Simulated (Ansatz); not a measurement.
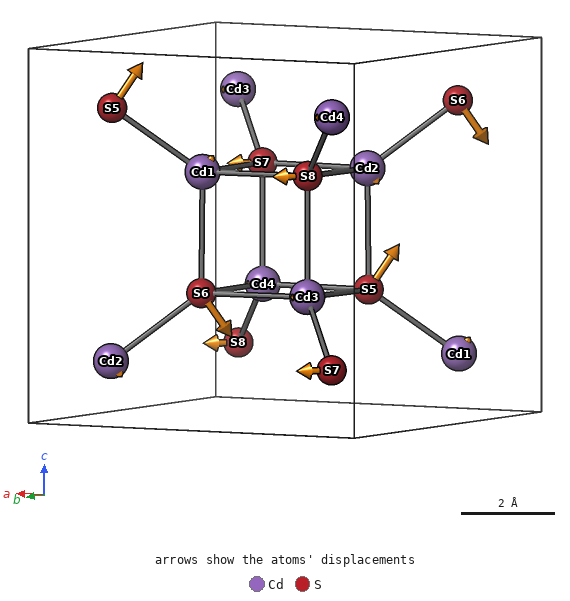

One vibrational mode of crystalline CdS (a generated structure) at the zone centre. The orange arrows are the displacements of the atoms (eigenvector over the root of the mass), of arbitrary overall length and sign. A ball-and-stick model of the conventional cell (2 times the calculation's cell), seen from a free direction. Lengths and directions refer to the drawn axes.

Level of theory: DFT PBE, scalar-relativistic, plane waves, PAW in Ansatz. Settings: plane-wave cutoff 420 eV; k-point mesh 6 × 6 × 6; occupations fixed; no spin polarisation.

Frequencies are those without the non-analytic (LO–TO) term.

Q: Describe the mode and give its frequency.

A: This is the T₁ mode (triply degenerate; one member of the set is drawn) at 5.94 THz, optical level 6 of 9, counted from below, silent by symmetry (neither infrared- nor Raman-active). Atoms of one kind move against one another, with no net shift of any sublattice; it stretches the Cd–S bonds (2.62 Å); the kinetic energy is shared as S 94 %, Cd 6 %.
